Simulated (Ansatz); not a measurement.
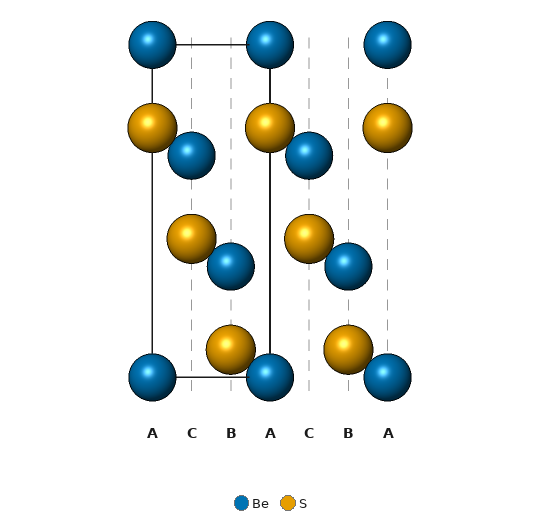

The picture looks along a close-packed row of the hexagonal mesh; [111] points upwards. The dashed lines mark the three columns A (0, 0), B (1/3, 2/3) and C (2/3, 1/3). The box is the hexagonal cell of the face-centred cubic lattice. The sequence starts with the first layer at or above the cell's origin.

The compound is BeS, taken as coordinates from a relaxation with Ansatz, DFT, PBE, plane waves, PAW.

Question: Give the sequence of layers in one repeat, with element and column.

Answer: Be(A) – S(B) – Be(B) – S(C) – Be(C) – S(A) (six layers in 8.45 Å).

Question: How are the S layers alone stacked?

Answer: S layers alone: BCA, the cubic close-packed type.

Question: Which positions between or in the S layers do the other atoms fill?

Answer: Be: three tetrahedral sites (per hexagonal cell).

Question: What short polytype symbol fits?

Answer: Polytype symbol 3C, the symbol of a tetrahedral polytype (number of double layers in the repeat and lattice).

Heights of the layers:

| layer | atoms (column) | height (Å) | to next (Å) |
| --- | --- | --- | --- |
| 1 | Be(A) | 0.00 | 0.70 |
| 2 | S(B) | 0.70 | 2.11 |
| 3 | Be(B) | 2.81 | 0.70 |
| 4 | S(C) | 3.52 | 2.11 |
| 5 | Be(C) | 5.63 | 0.70 |
| 6 | S(A) | 6.33 | 2.11 |
